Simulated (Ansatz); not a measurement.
Single-point calculation, with input and output: ZnS (part 2 of 2)

The same run, continued: ZnS (32 atoms in the cell); DFT PBE, scalar-relativistic, plane waves, PAW, no spin polarisation (Ansatz 0.2.0); cutoff 420 eV, 2×2×2 k-mesh, Gaussian smearing of 0.01 eV. The structure derives from a Materials Project entry. It belongs to a series of runs on one base structure; here: the perfect crystal in a cell of 32 atoms.

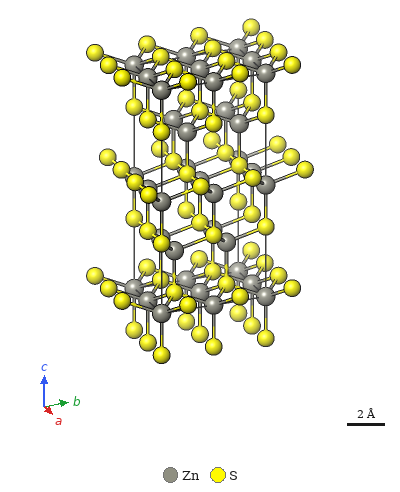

*The input geometry (ball-and-stick view of the cell of the calculation, seen slightly off an axis; bonded neighbours outside the cell are drawn too). An atom can appear more than once, as a periodic image.*

Output, continued:
```
  k-point 0: bands = ["-7.4758", "-7.0732", "-7.0627", "-6.5897", "-6.5897", "-6.5897", "-6.5836", "-6.4418", "-6.4418", "-6.4418", "-6.4350", "-6.4350", "-6.4350", "-6.2847", "-6.2847", "-6.2847", "-0.7541", "-0.7541", "-0.7541", "-0.7373", "-0.7305", "-0.7305", "-0.7017", "-0.6928", "-0.6928", "-0.6853", "-0.6709", "-0.6709", "-0.6646", "-0.6646", "-0.6646", "-0.6360", "-0.6360", "-0.6317", "-0.6317", "-0.6317", "-0.6259", "-0.6259", "-0.6259", "-0.6186",
      "-0.6186", "-0.6186", "-0.5358", "-0.5358", "-0.5358", "-0.5197", "-0.5197", "-0.5197", "-0.4594", "-0.4594", "-0.4594", "-0.4262", "-0.4262", "-0.4262", "-0.4162", "-0.4162", "-0.4162", "-0.4058", "-0.4058", "-0.4058", "-0.2839", "-0.2839", "-0.2772", "-0.2772", "-0.2753", "-0.2753", "-0.2753", "-0.2490", "-0.2490", "-0.2391", "-0.2391", "-0.2391", "-0.2341", "-0.2341", "-0.2291", "-0.2291", "-0.2291", "-0.2230", "-0.2230", "-0.2230",
      "-0.1955", "-0.1955", "-0.1955", "-0.1164", "-0.1164", "-0.1164", "-0.1074", "-0.1074", "-0.1074", "-0.0743", "-0.0615", "-0.0615", "-0.0615", "-0.0600", "-0.0600", "-0.0600", "0.3612", "0.4926", "0.4926", "0.4926", "0.7909", "0.7909", "0.7909", "1.1562", "1.1562", "1.1562", "1.3675", "1.3675", "1.3675", "2.6968", "2.6968", "2.6968", "2.7204", "2.7405", "3.1952", "3.1952", "3.1952", "3.3837", "3.3837", "3.3837",
      "3.9822", "3.9822", "3.9822", "3.9900", "3.9900", "3.9900", "4.0023", "4.0023", "4.0023", "4.4581", "4.4581", "4.4581", "4.6828", "4.6828", "4.6866", "4.6866", "4.6866", "5.0743", "5.0743", "5.0864", "5.0864", "5.4904", "5.5305", "5.5305", "7.5749", "8.6754", "8.8145", "8.8145", "8.8145", "8.8511", "8.9008", "8.9008", "8.9008", "9.0866", "9.2901", "9.2901", "9.2901", "9.8663", "9.8663", "9.8663",
      "10.3826", "10.3826", "10.3826", "11.0568", "11.0568", "11.0568", "11.7508", "11.7508", "11.7508", "11.8581", "11.8581", "11.9086", "11.9086", "11.9086", "11.9794", "12.1662"]
  k-point 1: bands = ["-7.3626", "-7.3626", "-6.7354", "-6.7354", "-6.5456", "-6.5456", "-6.5456", "-6.5456", "-6.5456", "-6.5456", "-6.3300", "-6.3300", "-6.3300", "-6.3300", "-6.3300", "-6.3300", "-0.7379", "-0.7379", "-0.7167", "-0.7167", "-0.7167", "-0.7167", "-0.7134", "-0.7134", "-0.7134", "-0.7134", "-0.7134", "-0.7134", "-0.6485", "-0.6485", "-0.6485", "-0.6485", "-0.6240", "-0.6240", "-0.6240", "-0.6240", "-0.6240", "-0.6240", "-0.5983", "-0.5983",
      "-0.5983", "-0.5983", "-0.5983", "-0.5983", "-0.4783", "-0.4783", "-0.4551", "-0.4551", "-0.4551", "-0.4551", "-0.4551", "-0.4551", "-0.4373", "-0.4373", "-0.4373", "-0.4373", "-0.4373", "-0.4373", "-0.3427", "-0.3427", "-0.3427", "-0.3427", "-0.3427", "-0.3427", "-0.2805", "-0.2805", "-0.2805", "-0.2805", "-0.2416", "-0.2416", "-0.2416", "-0.2416", "-0.2363", "-0.2363", "-0.2363", "-0.2363", "-0.2363", "-0.2363", "-0.2076", "-0.2076",
      "-0.2076", "-0.2076", "-0.2076", "-0.2076", "-0.0993", "-0.0993", "-0.0993", "-0.0993", "-0.0993", "-0.0993", "-0.0811", "-0.0811", "-0.0811", "-0.0811", "-0.0811", "-0.0811", "0.7062", "0.7062", "0.7062", "0.7062", "0.7062", "0.7062", "1.1430", "1.1430", "1.1430", "1.1430", "1.1430", "1.1430", "1.2496", "1.2496", "3.1223", "3.1223", "3.1223", "3.1223", "3.1223", "3.1223", "3.5538", "3.5538", "3.5538", "3.5538",
      "3.5538", "3.5538", "4.0718", "4.0718", "4.0718", "4.0718", "4.0718", "4.0718", "4.3969", "4.3969", "4.4662", "4.4662", "4.4662", "4.4662", "4.4662", "4.4662", "4.7951", "4.7951", "4.7951", "4.7951", "5.3915", "5.3915", "5.3915", "5.3915", "8.4294", "8.4294", "8.7949", "8.7949", "9.2137", "9.2137", "9.2137", "9.2137", "9.2137", "9.2137", "9.5273", "9.5273", "9.5273", "9.5273", "9.5273", "9.5273",
      "10.2004", "10.2004", "10.2004", "10.2004", "10.2004", "10.2004", "11.7884", "11.7884", "12.0062", "12.0062", "12.0062", "12.0062", "12.0062", "12.0062", "12.0187", "12.0187"]
  k-point 2: bands = ["-7.1057", "-7.1057", "-6.7781", "-6.7781", "-6.7674", "-6.7674", "-6.6103", "-6.6103", "-6.4461", "-6.4461", "-6.4363", "-6.4363", "-6.3998", "-6.3998", "-6.2777", "-6.2777", "-0.7506", "-0.7506", "-0.7218", "-0.7218", "-0.6759", "-0.6759", "-0.6745", "-0.6745", "-0.6682", "-0.6682", "-0.6680", "-0.6680", "-0.6467", "-0.6467", "-0.6246", "-0.6246", "-0.6129", "-0.6129", "-0.6108", "-0.6108", "-0.6008", "-0.6008", "-0.5897", "-0.5897",
      "-0.5840", "-0.5840", "-0.5787", "-0.5787", "-0.5484", "-0.5484", "-0.5442", "-0.5442", "-0.5332", "-0.5332", "-0.5019", "-0.5019", "-0.4969", "-0.4969", "-0.4626", "-0.4626", "-0.4496", "-0.4496", "-0.3958", "-0.3958", "-0.3303", "-0.3303", "-0.3170", "-0.3170", "-0.3121", "-0.3121", "-0.3033", "-0.3033", "-0.2872", "-0.2872", "-0.2789", "-0.2789", "-0.2718", "-0.2718", "-0.2642", "-0.2642", "-0.2578", "-0.2578", "-0.2469", "-0.2469",
      "-0.2362", "-0.2362", "-0.2236", "-0.2236", "-0.2167", "-0.2167", "-0.1973", "-0.1973", "-0.1106", "-0.1106", "-0.0871", "-0.0871", "0.0043", "0.0043", "0.1116", "0.1116", "0.8425", "0.8425", "1.0020", "1.0020", "1.0976", "1.0976", "1.2517", "1.2517", "1.7211", "1.7211", "2.1383", "2.1383", "2.2276", "2.2276", "2.5872", "2.5872", "2.6711", "2.6711", "2.8542", "2.8542", "2.9578", "2.9578", "3.2073", "3.2073",
      "3.4330", "3.4330", "3.7187", "3.7187", "3.7836", "3.7836", "3.8875", "3.8875", "3.9666", "3.9666", "3.9710", "3.9710", "4.1440", "4.1440", "4.2939", "4.2939", "4.4889", "4.4889", "4.4949", "4.4949", "4.9962", "4.9962", "5.1014", "5.1014", "9.1331", "9.1331", "9.6687", "9.6687", "9.7993", "9.7993", "9.8111", "9.8111", "10.0840", "10.0840", "10.2572", "10.2572", "10.5574", "10.5574", "10.6310", "10.6310",
      "10.8894", "10.8894", "10.9773", "10.9773", "11.2383", "11.2383", "11.2570", "11.2570", "11.6223", "11.6223", "11.8789", "11.8789", "12.3177", "12.3177", "12.3694", "12.3694"]
  k-point 3: bands = ["-7.0118", "-7.0118", "-7.0118", "-7.0118", "-6.5605", "-6.5605", "-6.5605", "-6.5605", "-6.5137", "-6.5137", "-6.5137", "-6.5137", "-6.3247", "-6.3247", "-6.3247", "-6.3247", "-0.7450", "-0.7450", "-0.7450", "-0.7450", "-0.6593", "-0.6593", "-0.6593", "-0.6593", "-0.6561", "-0.6561", "-0.6561", "-0.6561", "-0.6490", "-0.6490", "-0.6490", "-0.6490", "-0.6154", "-0.6154", "-0.6154", "-0.6154", "-0.6052", "-0.6052", "-0.6052", "-0.6052",
      "-0.5519", "-0.5519", "-0.5519", "-0.5519", "-0.5459", "-0.5459", "-0.5459", "-0.5459", "-0.4996", "-0.4996", "-0.4996", "-0.4996", "-0.4449", "-0.4449", "-0.4449", "-0.4449", "-0.4441", "-0.4441", "-0.4441", "-0.4441", "-0.3887", "-0.3887", "-0.3887", "-0.3887", "-0.2905", "-0.2905", "-0.2905", "-0.2905", "-0.2788", "-0.2788", "-0.2788", "-0.2788", "-0.2768", "-0.2768", "-0.2768", "-0.2768", "-0.2445", "-0.2445", "-0.2445", "-0.2445",
      "-0.2276", "-0.2276", "-0.2276", "-0.2276", "-0.1818", "-0.1818", "-0.1818", "-0.1818", "-0.1702", "-0.1702", "-0.1702", "-0.1702", "0.0353", "0.0353", "0.0353", "0.0353", "1.0044", "1.0044", "1.0044", "1.0044", "1.4017", "1.4017", "1.4017", "1.4017", "1.4871", "1.4871", "1.4871", "1.4871", "2.7419", "2.7419", "2.7419", "2.7419", "2.8311", "2.8311", "2.8311", "2.8311", "3.1132", "3.1132", "3.1132", "3.1132",
      "3.2339", "3.2339", "3.2339", "3.2339", "3.5536", "3.5536", "3.5536", "3.5536", "4.1143", "4.1143", "4.1143", "4.1143", "4.3988", "4.3988", "4.3988", "4.3988", "4.7039", "4.7039", "4.7039", "4.7039", "4.9107", "4.9107", "4.9107", "4.9107", "9.3209", "9.3209", "9.3209", "9.3209", "9.9108", "9.9108", "9.9108", "9.9108", "10.0578", "10.0578", "10.0578", "10.0578", "10.4235", "10.4235", "10.4235", "10.4235",
      "11.0470", "11.0470", "11.0470", "11.0470", "11.4046", "11.4046", "11.4046", "11.4046", "11.8148", "11.8148", "11.8148", "11.8148", "12.0359", "12.0359", "12.0359", "12.0359"]
```

Key numbers:

- outcome: converged
- space group (tolerance 0.01 Å): P6₃mc (186)
- electrons treated: 288
- free energy: −67563.3432 eV
- Fermi energy: 6.553 eV
- gap on the k-point mesh: 2.04 eV
- pressure: 0.20 GPa
- largest force (length of the vector): 0.014 eV/Å
- hardware: 4 threads of Intel Xeon @ 2.50GHz (Skylake/Cascade Lake), 189 GiB of memory available, shared host
- wall time: 25 s (CPU time 83 s)
- peak memory: 2.3 GiB
